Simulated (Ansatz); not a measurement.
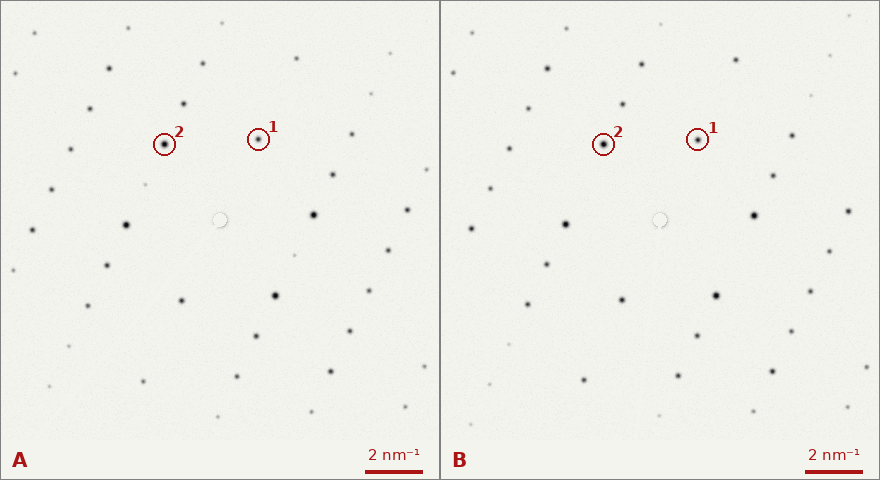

Kinematic electron diffraction patterns (120 kV, B = 0.5 Å², same scale) along [101] of the run's own cell, for the start and the end of one relaxation of Cd2S with Ansatz, DFT r2SCAN, scalar-relativistic, plane waves, PAW. k mesh 6×6×10. The start is a generated model structure, and the relaxation ends in the nearest stationary point of its symmetry, not necessarily the ground state. Spot 1 is 0 -2 0 and spot 2 is 1 -1 -1 in both.

Start structure:

```
CELL_PARAMETERS angstrom
6.32610 0.00000 0.00000
0.00000 6.32610 0.00000
0.00000 0.00000 4.07465
ATOMIC_POSITIONS crystal
Cd 0.30600 0.30600 0.00000
Cd 0.19400 0.80600 0.50000
Cd 0.69400 0.69400 0.00000
Cd 0.80600 0.19400 0.50000
S 0.00000 0.00000 0.00000
S 0.50000 0.50000 0.50000
```

Question: Which pattern belongs to the start structure, and which to the relaxed one?

Answer: A is the start: its cell gives d(1) = 3.163 Å, d(2) = 3.012 Å and an angle of 61.6°. B is the relaxed structure, with d(1) = 3.191 Å (+0.9 %), d(2) = 2.997 Å (-0.5 %) and 62.0°.

Question: Name reflections whose intensity changes strongly on relaxation.

Answer: 0 4 0 goes from 6.9 to 19 % of the strongest spot; 1 -3 -1 goes from 12 to 22 % of the strongest spot.

Question: Summarise the relaxation behind the change.

Answer: The volume changed by +0.2 % to 27.22 Å³ an atom; with the mean shift removed, the atoms moved by up to 0.10 Å relative to the cell (Cd most); the space group stayed P4_2/mnm (No. 136); the free energy fell by 12 meV an atom. Relaxed cell: a = 6.383 Å, b = 6.383 Å, c = 4.009 Å, α = 90.00°, β = 90.00°, γ = 90.00°.
